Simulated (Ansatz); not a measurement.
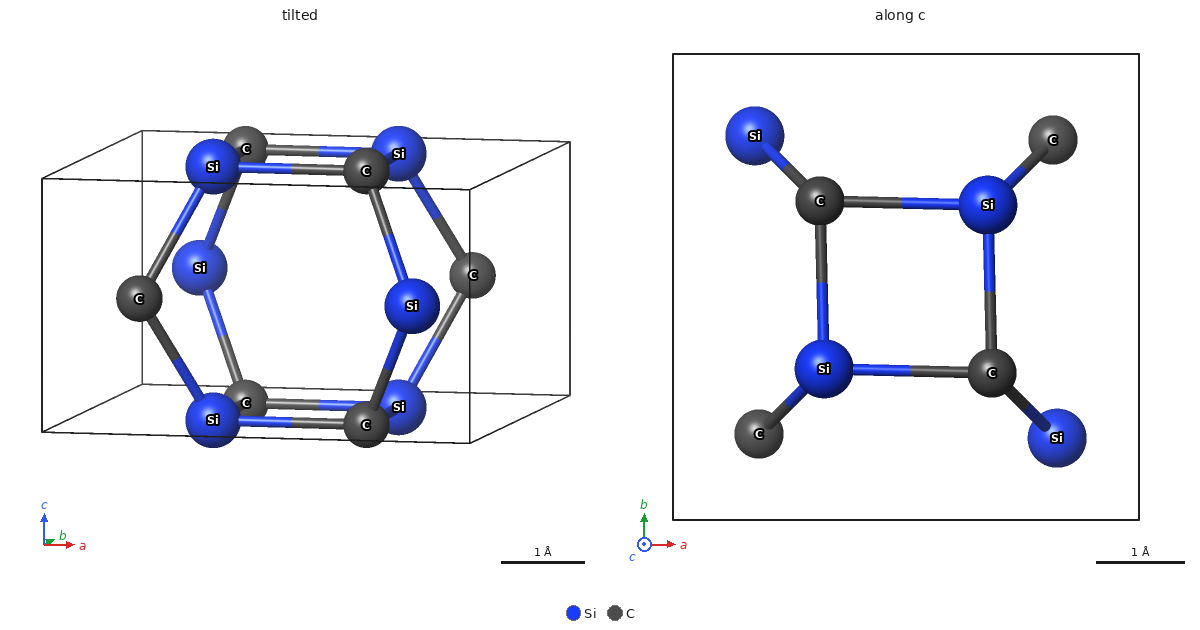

Drawn in the ball-and-stick manner and seen slightly off an axis and along the c axis. The parallelepiped is the conventional unit cell. Cell: a = 5.32 Å, b = 5.32 Å, c = 3.09 Å, α = 90.00°, β = 90.00°, γ = 90.00°.

The structure comes from a structure type filled with these elements by a generator (whether the compound takes this form wasn't checked). Earlier steps of the study may have refined or changed the cell and positions. Ansatz was used for an electronic-structure calculation on it.

**Caption:**

The stoichiometry is SiC. The structure has P4_2/mnm (No. 136) symmetry and a primitive tetragonal lattice. It has 8 atoms to the cell (4 Si, 4 C). Si bonds to four C in a distorted tetrahedral arrangement at about 1.9 Å. Each C has four Si in a distorted tetrahedral arrangement at about 1.9 Å. The bonds build a three-dimensional framework.

The numbers come from DFT r2SCAN, scalar-relativistic, plane waves, PAW (Ansatz), using an energy cutoff of 500 eV, 6×6×10 k-points, Gaussian smearing of 0.02 eV, no spin polarisation.

**How large a gap does the method give, if there is one?**

A semiconductor at this level, with a gap of 2.46 eV, indirect.

**What are the atomic charges by Bader's partition?**

Si +2.87 e; C -2.87 e.

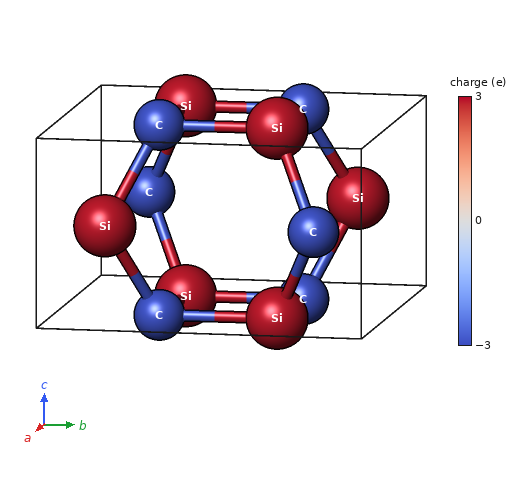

The atoms coloured by those charges. The run's cell of 8 atoms is drawn.

**Is the structure in equilibrium?**

No. The largest force is 0.03 eV/Å, on Si. The pressure is -3.7 GPa, so the cell would contract.
